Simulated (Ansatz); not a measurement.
A series of calculations on TaN

### Relaxation

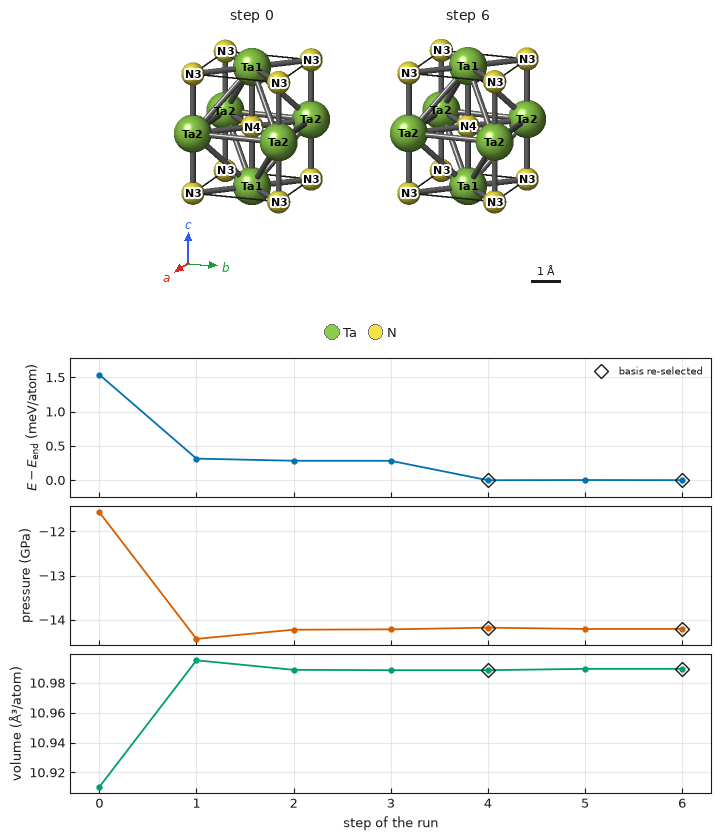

First and last geometry of a relaxation of a crystal of TaN (set up in I4/mmm), with the history of the run. Style: ball-and-stick. Shown: the cell of the calculation, slightly off an axis.

Case: biaxial strain in the a-b plane of +3.0 %; c and atoms relaxed.

These are results of DFT PBEsol, scalar-relativistic, plane waves, PAW (Ansatz 0.2.0), not measurements. Set-up: plane-wave cutoff 420 eV; k-point mesh 16 × 16 × 12; occupations gaussian; smearing width 0.1 eV; no spin polarisation; cell relaxed at fixed a, b, gamma; force threshold 0.008 eV/Å; at most 40 steps.

Read the history and describe the run.

Answer. It converged. No atom moves by more than 0.005 Å relative to the cell. The volume changes by +0.7 %, with a = b unchanged at 3.187 Å, c 4.297 → 4.328 Å (+0.7 %). Among the contacts that change: Ta1–N4 2.148 → 2.164 Å, Ta1–Ta2 3.114 → 3.124 Å. The space group stays I4/mmm (No. 139). The energy falls by 1.5 meV per atom in 4 accepted moves (6 points after the start). All forces vanish by symmetry, so only the cell relaxes. Pressure: −11.56 GPa at the start and −14.21 GPa at the end. The SCF was repeated twice at an unchanged geometry on a basis and grid sized afresh for the cell, which shifted the energy by 0.3 meV per atom at most.

```tsv
step	E − E(0), meV/atom	pressure, GPa	volume, Å³/atom	note
0	0.00	-11.56	10.910	
1	-1.23	-14.43	10.995	
2	-1.26	-14.23	10.989	
3	-1.26	-14.22	10.988	
4	-1.54	-14.18	10.988	same geometry, new basis
5	-1.54	-14.21	10.989	
6	-1.54	-14.21	10.989	same geometry, new basis
```

### Relaxation

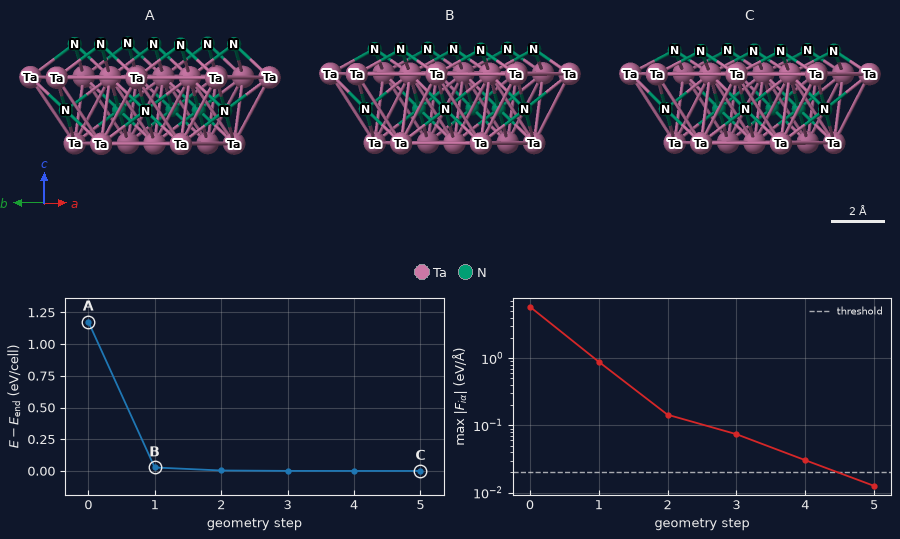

Frames of a relaxation of a slab of composition TaN (cut from the Fm-3m phase), marked on the history of the run. A ball-and-stick model of the atoms within 5.0 Å of the atom that moves most (axes of the 3 × 2 repeat of the cell, outlined in the plane, without the vacuum), seen from a free direction.

Case: (1 1 1) slab, atoms relaxed. The slab is the (1 1 1) face of TaN.

Computed with DFT r2SCAN, scalar-relativistic, plane waves, PAW in Ansatz.

Input
```yaml
crystal:
  lattice:
    - [3.1088180372, 0.0, 0.0]
    - [-1.5544090186, 2.692315396, 0.0]
    - [0.0, 0.0, 26.4225268414]
  atoms:
    - { symbol: Ta, position: [0.3333333333, 0.6666666667, 0.283848704] }
    - { symbol: "N", position: [0.6666666667, 0.3333333333, 0.3318823253] }
    - { symbol: Ta, position: [0.0, 0.0, 0.3799159467] }
    - { symbol: "N", position: [0.3333333333, 0.6666666667, 0.427949568] }
    - { symbol: Ta, position: [0.6666666667, 0.3333333333, 0.4759831893] }
    - { symbol: "N", position: [0.0, 0.0, 0.5240168107] }
    - { symbol: Ta, position: [0.3333333333, 0.6666666667, 0.572050432] }
    - { symbol: "N", position: [0.6666666667, 0.3333333333, 0.6200840533] }
    - { symbol: Ta, position: [0.0, 0.0, 0.6681176747] }
    - { symbol: "N", position: [0.3333333333, 0.6666666667, 0.716151296] }
basis:
  ecutwfc: 500
kpoints:
  mp_grid: { grid: [12, 12, 1] }
hamiltonian:
  xc: r2scan
scf:
  occupations: { method: gaussian, width: 0.1 }
output:
  forces: true
  eigenvalues: true
relax:
  adjacent_minimum: "off"
  f_tol: 0.02
  max_steps: 60
efield:
  axis: 3
  dipole_correction: true
  ramp_width: 0.04
```

Run as
```bash
ansatz run input.yaml --threads 1 --pin off --max-ram 2560MiB --backend cpu --events-out ev --progress --plain --runs-dir out
```

Question: What happens along the run?

Answer: The energy falls by 1.177 eV per cell of the calculation in 5 geometry steps. The largest force component goes from 5.8 to 0.013 eV/Å. The largest move relative to the layer's centre is that of N10, 0.25 Å along the normal (−c). Largest moves by element: N 0.25 Å, Ta 0.13 Å. The cell doesn't change. Among the contacts that change: Ta9–N10 2.198 → 2.004 Å, Ta7–Ta9 3.109 → 3.193 Å, N8–Ta9 2.198 → 2.246 Å, Ta7–N8 2.198 → 2.210 Å. Among the angles between lasting bonds that change: Ta9–N10–Ta9 90.0° → 101.8°, Ta9–N8–Ta9 90.0° → 87.6°. Cost: 3.2 min on 1 thread of Intel(R) Xeon(R) Platinum 8488C (Sapphire Rapids), on a shared host, peak memory 1 GiB. From step 0 to 1: N10 moves most (0.19 Å), energy −1.150 eV per cell of the calculation. From step 1 to 5: N10 moves most (0.05 Å), energy −27.4 meV per cell of the calculation.

### A change

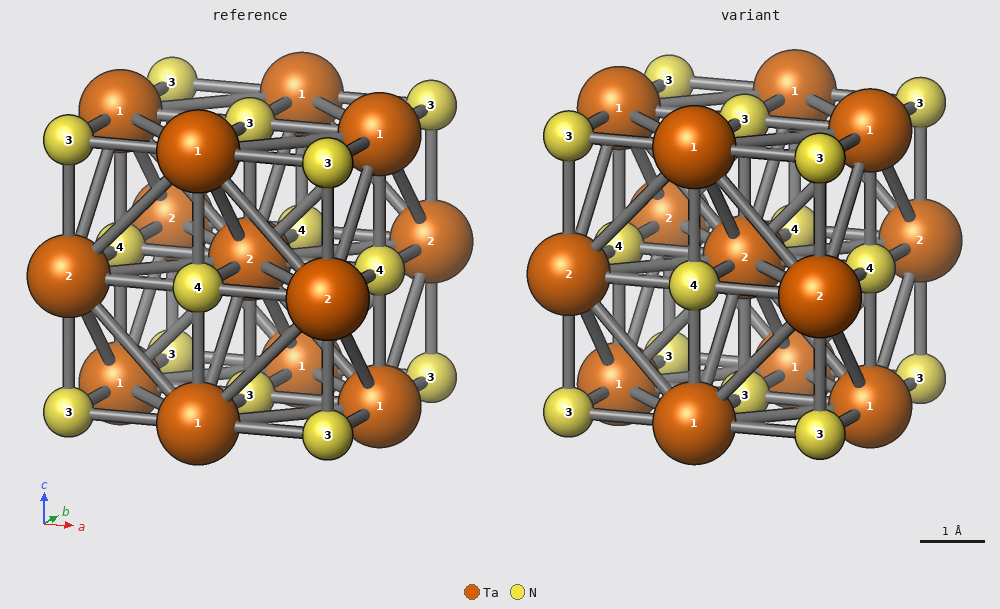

Left: a crystal of TaN (set up in Fm-3m). Right: the same structure after one change, at the same scale. A ball-and-stick model of the conventional cell (2 times the calculation's cell), seen slightly off an axis. Lengths and directions refer to the drawn axes.

Level of theory: Ansatz, DFT PBEsol, scalar-relativistic, plane waves, PAW. Settings: plane-wave cutoff 420 eV; k-point mesh 16 × 16 × 12; occupations gaussian; smearing width 0.1 eV; no spin polarisation.

What was changed?

Answer. Biaxial strain in the a–b plane, −3.0 %, is applied. The c axis and the atoms are relaxed.

And its effect?

Answer. Cell: a = b 4.376 → 4.244 Å (−3.0 %), c 4.376 → 4.438 Å (+1.4 %). Volume −4.6 %. The atoms keep their places relative to the cell (all moves are under 0.005 Å). Some distances before and after: Ta–Ta 3.094 → 3.001 to 3.071 Å, N–Ta 2.188 → 2.122 to 2.219 Å. The space group (tolerance 0.01 Å) goes from Fm-3m (No. 225) to I4/mmm (No. 139). The energy rises by 54.7 meV per atom. The pressure goes from 0.0 to 20.4 GPa. The principal stresses (compression positive) are 0.0 GPa along c and 30.6 GPa across it.

### Series

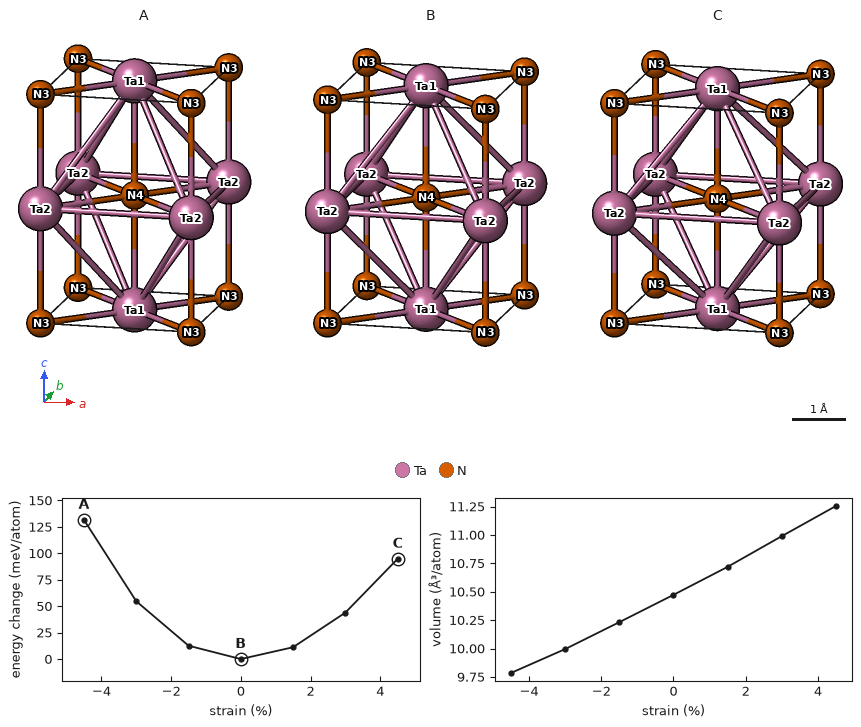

Members of a series of calculations on crystalline TaN (set up in Fm-3m), marked on the first curve. Style: ball-and-stick. Shown: the cell of the calculation, slightly off an axis.

Method: Ansatz 0.2.0, DFT PBEsol, scalar-relativistic, plane waves, PAW. Set-up: plane-wave cutoff 420 eV; k-point mesh 16 × 16 × 12; occupations gaussian; smearing width 0.1 eV; no spin polarisation.

**Which kind of strain is it, and how does the structure respond?**

Biaxial strain in the a–b plane, c and atoms relaxed. A (strain −4.5 %): energy change 132 meV/atom, volume 9.78 Å³ per atom. B (strain 0.0 %): energy change 0.0 meV/atom, volume 10.47 Å³ per atom. C (strain 4.5 %): energy change 94.8 meV/atom, volume 11.25 Å³ per atom. The rest compares A with C. The volume changes by +15.0 %, with a = b 2.955 → 3.233 Å (+9.4 %), c 4.483 → 4.306 Å (−3.9 %). Near-neighbour distances before and after: Ta–Ta 2.955 → 3.233 Å, N–Ta 2.089 → 2.286 Å, N–Ta 2.241 → 2.153 Å.
